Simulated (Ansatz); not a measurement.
**Single-point calculation of ZrN$_{2}$**

System: ZrN$_{2}$ (6 atoms in the cell).
Method: DFT r2SCAN, scalar-relativistic, plane waves, PAW, no spin polarisation (Ansatz 0.2.0).

The structure was made by swapping elements on the sites of another compound; it need not be a known phase. It belongs to a series of runs on one base structure; here: O -> N on all its sites, cell and atoms relaxed. Figures and captions count atoms from 1; the log counts them from 0 in places.

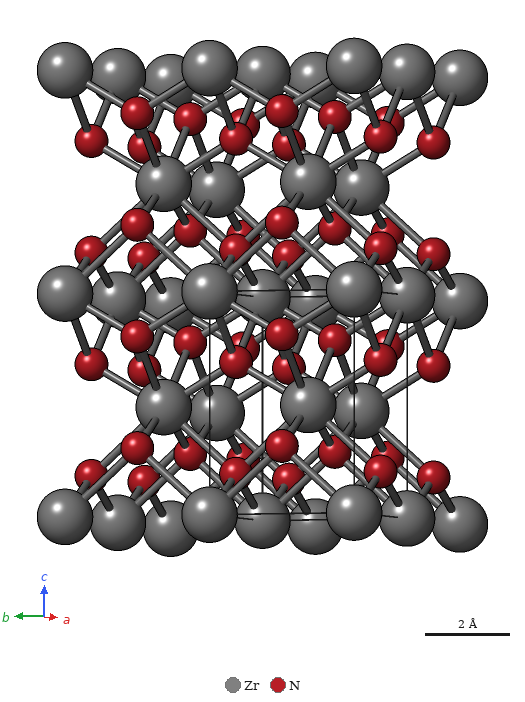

**Figure 1.** The input geometry (ball-and-stick view of the cell of the calculation, repeated 2 × 2 × 2, seen at an oblique angle). An atom can appear more than once, as a periodic image.

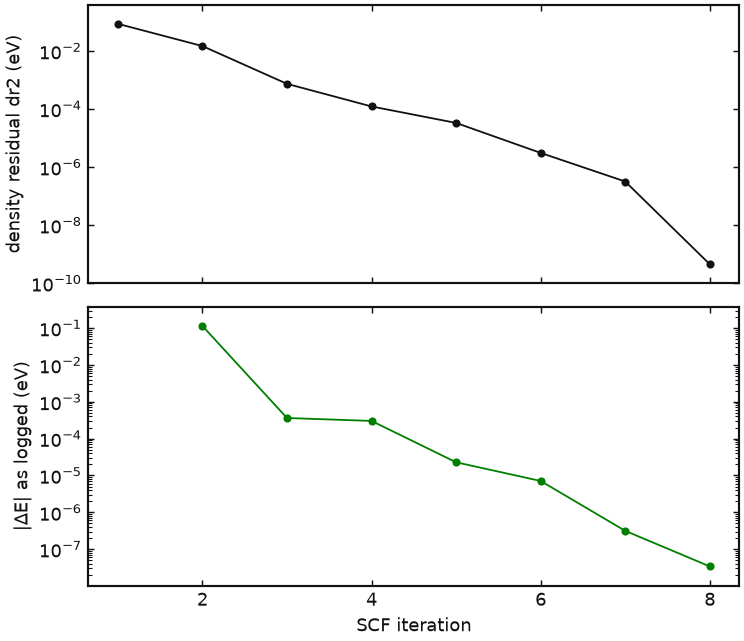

**Figure 2.** Convergence of the self-consistent field: density residual dr2 and size of the energy change against the SCF iteration. The residual falls at every step.

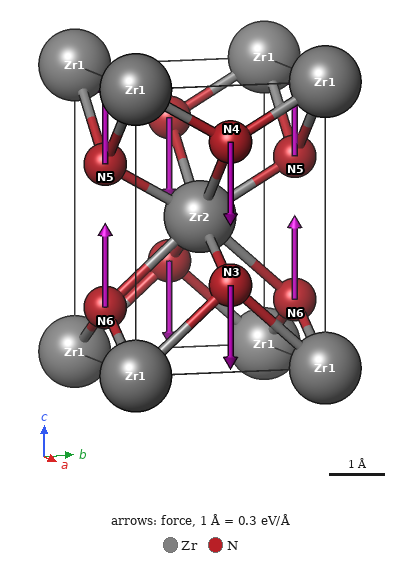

**Figure 3.** Forces on the atoms as pink arrows (ball-and-stick view of the cell of the calculation, seen slightly off an axis; atoms are numbered from 1 in the order of the input). The largest act on all 4 N atoms (0.48 eV/Å). The geometry is not a stationary point of this energy.

The input that produced these results follows, with the program's output.

**Input**
```yaml
crystal:
  lattice:
    - [3.6765775529, 0.0, 0.0]
    - [0.0, 3.6765775529, 0.0]
    - [0.0, 0.0, 5.3371710168]
  atoms:
    - { symbol: Zr, position: [0.0, 0.0, 0.0] }
    - { symbol: Zr, position: [0.5, 0.5, 0.5] }
    - { symbol: "N", position: [0.0, 0.5, 0.3032141976] }
    - { symbol: "N", position: [0.0, 0.5, 0.8032141976] }
    - { symbol: "N", position: [0.5, 0.0, 0.6967858024] }
    - { symbol: "N", position: [0.5, 0.0, 0.1967858024] }
basis:
  ecutwfc: 500
kpoints:
  mp_grid: { grid: [6, 6, 4] }
hamiltonian:
  xc: r2scan
scf:
  occupations: { method: gaussian, width: 0.1 }
output:
  forces: true
  stress: true
  eigenvalues: true
```

Command:
```bash
ansatz run input.yaml --threads 1 --pin off --max-ram 2560MiB --backend cpu --events-out ev --progress --plain --runs-dir out
```

**What the program printed**
```
Engine: ansatz 0.2.0, x86_64-unknown-linux-gnu
Pseudopotentials: kind: paw
Pseudopotential: Zr, paw, valence charge 12, recommended cutoff 500 eV (meta_gga), Zr.paw.azcp
Pseudopotential: N, paw, valence charge 5, recommended cutoff 500 eV (meta_gga), N.paw.azcp
Functional definition: r2SCAN
  parameter k0 = 0.174
  parameter k1 = 0.065
  parameter a1 = 4.9479
  exchange = r2scan_x(k0 = k0, k1 = k1, a1 = a1)
  correlation = r2scan_c
Crystal: 6 atoms, lattice volume = 72.144 Å³
Basis set: ecut = 500 eV, 1835 PW (Γ), exchange–correlation on 108×108×160 points (64 copies of the dense FFT grid, shifted against one another)
Bands: 28, of which v1, the nominal top of the filled ones, is band 22 counted from 1 (21 counted from 0)
Symmetry: 16 space group operations
Space group: P42/nmc (ITA 137), of the structure as read, at distance tolerance 4.2e-5 Å
k-points: 30 of 144
Non-local potential: Zr, projectors of the file, l = 0: 3, l = 1: 2, l = 2: 2, l = 3: 2
Non-local potential: N, projectors of the file, l = 0: 2, l = 1: 2, l = 2: 1
PAW form: soft (Blöchl's): semilocal exchange-correlation on the pseudo side does not see the compensation charge
PAW frozen core: Zr, regenerated for the run's functional (the file was generated under x = pbe(κ = 0.804, μ = 0.2195149727645171), c = pbe(β = 0.06672455060314922))
PAW frozen core: N, regenerated for the run's functional (the file was generated under x = pbe(κ = 0.804, μ = 0.2195149727645171), c = pbe(β = 0.06672455060314922))
PAW one-centre angular grid: Zr, 590 points (default); XC on 160 Gauss nodes
PAW one-centre angular grid: N, 302 points (default); XC on 160 Gauss nodes
Initial density: superposition of atomic densities (neutral atoms: chi_scale 0, normalization atom), corrected by the library's trained network
Initial wavefunctions: pseudopotential atomic-orbital guess
Functional: x = r2scan, c = r2scan; τ floored in thin density (d = 2e-4 eV/Å³)
SCF iter   1: F=—  HF=-9930.901193 eV  |F-HF|=—  |Δ(HF+E_count)|=         —  Δρ=1.04e-2  dr2=8.58e-2  dr2_τ=2.75e-1  ethr=1.77e-3  ⟨swp⟩=4.7  Hψ=3509  notcnv=0
preconditioner: auto → Resta (q_TF=auto, 2.512 Å⁻¹)  ε∞=4.2  [insulator: Δε(μ)=0.124 eV  Ē_g=15.380 eV  σ=0.100 eV  W_gap=0.52  n_scr=20 (ndim 8)  ℏωp=27.6 eV  f_vac=0.006  D(μ)=2.60/eV (n_scr^D=20)  ε∞_Penn≈4.2]
SCF iter   2: F=—  HF=-9931.015007 eV  |F-HF|=—  |Δ(HF+E_count)|=   1.14e-1  Δρ=5.77e-3  dr2=1.47e-2  dr2_τ=1.99e-3  ethr=1.95e-4  ⟨swp⟩=2.1  Hψ=1691  notcnv=0  defer=27
preconditioner: auto → Kerker (q_TF=auto, 2.512 Å⁻¹)  [metal: Δε(μ)=0.125 eV  Ē_g=15.341 eV  σ=0.100 eV  W_gap=0.47  n_scr=20 (ndim 8)  ℏωp=27.6 eV  f_vac=0.005  D(μ)=2.44/eV (n_scr^D=20)]
SCF iter   3: F=—  HF=-9931.014644 eV  |F-HF|=—  |Δ(HF+E_count)|=   3.63e-4  Δρ=1.60e-3  dr2=7.34e-4  dr2_τ=1.31e-4  ethr=3.33e-5  ⟨swp⟩=2.2  Hψ=1416  notcnv=0  defer=27
SCF iter   4: F=—  HF=-9931.014946 eV  |F-HF|=—  |Δ(HF+E_count)|=   3.02e-4  Δρ=3.93e-4  dr2=1.22e-4  dr2_τ=7.09e-6  ethr=1.67e-6  ⟨swp⟩=2.0  Hψ=1136  notcnv=0  defer=27
SCF iter   5: F=—  HF=-9931.014969 eV  |F-HF|=—  |Δ(HF+E_count)|=   2.28e-5  Δρ=1.97e-4  dr2=3.30e-5  dr2_τ=2.95e-6  ethr=2.78e-7  ⟨swp⟩=2.1  Hψ=1370  notcnv=0  defer=27
SCF iter   6: F=—  HF=-9931.014961 eV  |F-HF|=—  |Δ(HF+E_count)|=   7.09e-6  Δρ=5.91e-5  dr2=3.06e-6  dr2_τ=3.89e-8  ethr=7.50e-8  ⟨swp⟩=2.0  Hψ=1094  notcnv=0  defer=27
SCF iter   7: F=—  HF=-9931.014961 eV  |F-HF|=—  |Δ(HF+E_count)|=   3.14e-7  Δρ=1.89e-5  dr2=3.16e-7  dr2_τ=8.73e-9  ethr=6.95e-9  ⟨swp⟩=2.3  Hψ=1146  notcnv=0  defer=27
SCF iter   8: F=-9931.014961 eV  HF=-9931.014961 eV  |F-HF|=3.26e-10  |Δ(HF+E_count)|=   3.40e-8  Δρ=1.01e-6  dr2=4.46e-10  dr2_τ=1.26e-10  ethr=2.27e-10  ⟨swp⟩=6.6  Hψ=3152  notcnv=0
SCF 1 converged in 8 iterations: F = -9931.014961 eV  dr2 = 4.46e-10
  greatest PAW one-centre occupation: 0.989 electrons in one spin orbital (limit 2), on the Zr atom at site 1 (counted from 0), in its partial waves of l = 1
SCF converged after 8 iterations
Free energy (F): -9931.014961 eV
Harris-Foulkes:  -9931.014961 eV  (|F-HF|=3.26e-10)
Internal energy: -9931.003052 eV  (E = F + TS)
E sigma→0 (E₀):  -9931.009006 eV
Entropy (-TS):   -0.011910 eV (-1.985 meV/atom)
Fermi energy:    10.903220 eV
--- Per-component energies (eV) ---
  E_band       = -190.163174
  E_kinetic    = 1181.984703
  E_local      = -1920.501215  (includes V_loc(G=0)·N_el)
  E_nonlocal   = 336.346497
  E_hartree    = 580.280163
  E_xc         = -549.241945
  E_vxc        = -759.764890  (∫ρ·V_xc dr)
  E_paw        = -6452.459969  (= ΣΔE_a)
  E_vpaw       = -233.492113  (= ΣTr[D̂ρ^β])
  E_aug_tail   = 0.000078  (compensation charges beyond the density's cutoff)
  E_vtau       = 44.703093  (kinetic-family band-sum trace: ∫τ·v_τ [+ j·A + Jᵃ·Aᵃ] dr)
  E_ewald      = -3106.963623
  E_core_change = -0.447742  (= ΣΔE_core)
  E_smearing   = -0.011910  (= −TS)
  E_closure    = -0.000000  (closes the sum)
  Σ components = -9931.014961   (vs F -9931.014961, Δ=0.00e0)
--- Forces (eV/Å), atoms counted from 1 ---
  atom   1  Zr     0.00000000     0.00000000     0.00000000
  atom   2  Zr     0.00000000     0.00000000     0.00000000
  atom   3  N      0.00000000     0.00000000    -0.47501877
  atom   4  N      0.00000000     0.00000000    -0.47501877
  atom   5  N      0.00000000     0.00000000     0.47501877
  atom   6  N      0.00000000     0.00000000     0.47501877
  max |Σ_I F_I| component: 5.55e-17 eV/Å
--- Stress (GPa, compression-positive) ---
        5.711101       0.000000       0.000000
        0.000000       5.711101       0.000000
        0.000000       0.000000      -1.206454
  P = ⅓ Tr σ = 3.4052 GPa (34.052 kbar)
--- Band table (eV; the first three rows and the last of 30) ---
  k-point 0: bands = ["-38.2467", "-38.2053", "-15.9854", "-15.6439", "-15.6439", "-15.5144", "-15.5144", "-15.5104", "-4.4989", "-2.6397", "-2.2184", "-1.2075", "5.9910", "6.2385", "6.5275", "6.5275", "8.6690", "8.6690", "10.1598", "10.1598", "10.7476", "11.6186", "11.6186", "11.6240", "14.6897", "15.5505", "15.9382", "16.4911"]
  k-point 1: bands = ["-38.2406", "-38.2114", "-15.9211", "-15.6252", "-15.6252", "-15.5858", "-15.5335", "-15.5335", "-4.2156", "-2.6314", "-2.4676", "-1.4629", "6.4814", "6.7069", "6.7069", "7.0468", "8.0679", "8.0679", "9.7398", "10.6902", "10.6902", "10.7241", "11.6751", "11.6751", "14.8455", "15.7218", "15.8358", "16.5002"]
  k-point 2: bands = ["-38.2260", "-38.2260", "-15.7590", "-15.7590", "-15.5834", "-15.5834", "-15.5756", "-15.5756", "-3.4814", "-3.4814", "-2.0070", "-2.0070", "7.1510", "7.1510", "7.3480", "7.3480", "7.9295", "7.9295", "8.8124", "8.8124", "11.0815", "11.0815", "11.7317", "11.7317", "15.2542", "15.2542", "16.3609", "16.3609"]
  k-point 29: bands = ["-38.1994", "-38.1994", "-15.8862", "-15.8862", "-15.8862", "-15.8862", "-15.6386", "-15.6386", "-2.2056", "-2.2056", "-2.2056", "-2.2056", "6.5735", "6.5735", "7.0730", "7.0730", "9.4253", "9.4253", "9.4253", "9.4253", "9.9422", "9.9422", "11.7341", "11.7341", "16.0499", "16.0499", "16.8777", "16.8777"]
```

**Results in brief**

- outcome: converged
- space group (tolerance 0.01 Å): P4₂/nmc (137)
- electrons treated: 44
- free energy: −9931.0150 eV
- Fermi energy: 10.903 eV
- gap on the k-point mesh: none (metallic)
- pressure: 3.41 GPa
- largest force (length of the vector): 0.475 eV/Å
- hardware: 1 thread of Intel Xeon @ 2.50GHz (Skylake/Cascade Lake), 189 GiB of memory available, shared host
- wall time: 13 s
- peak memory: 0.51 GiB
